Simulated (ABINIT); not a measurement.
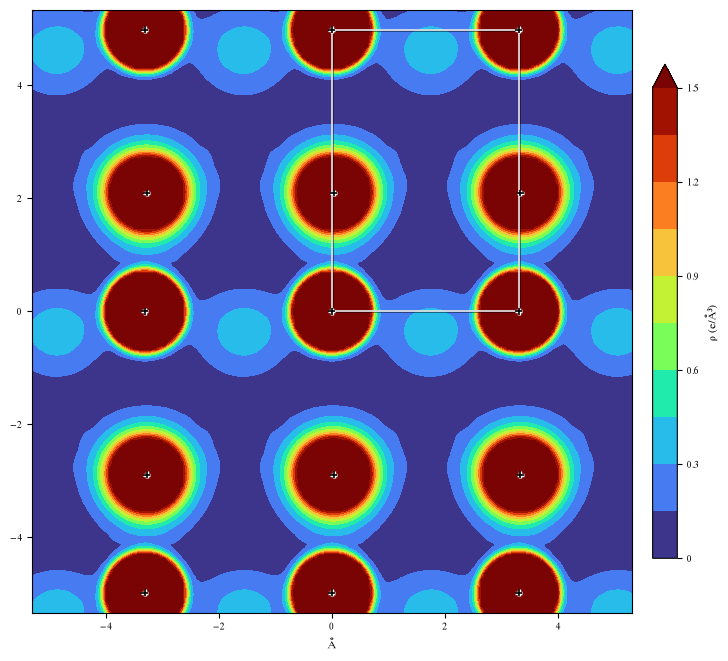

The valence electron density on a plane through atoms (crosses mark nuclei in the plane).

The calculation used Kohn-Sham DFT of a periodic cell, PBE, JTH PAW PBE v2.0 (ABINIT 10.8.3).

Candidates:
A. Br, a = 2.85 Å, b = 2.85 Å, c = 7.16 Å, α = 90.00°, β = 90.00°, γ = 90.00°. Space group I4/mmm; a structure from a database of computed crystals, not necessarily the ambient phase.
B. MgO, a = 3.31 Å, b = 3.31 Å, c = 4.98 Å, α = 90.00°, β = 90.00°, γ = 120.00°. Space group P1; a structure from a database of computed crystals, not necessarily the ambient phase; not relaxed (largest force 1.5 eV/Å); computed pressure about 4 GPa in this cell.
C. Cr, a = 2.97 Å, b = 2.97 Å, c = 2.97 Å, α = 90.00°, β = 90.00°, γ = 90.00°. Space group Im-3m; a structure from a database of computed crystals, not necessarily the ambient phase; computed pressure about −25 GPa in this cell; spin-polarised.

Which candidate gave the map?

Answer. Candidate B: MgO on the (010) plane of the conventional cell, which holds Mg and O. Mg–O (2.09 Å): ρ at the midpoint is about 0.34 e/Å³.
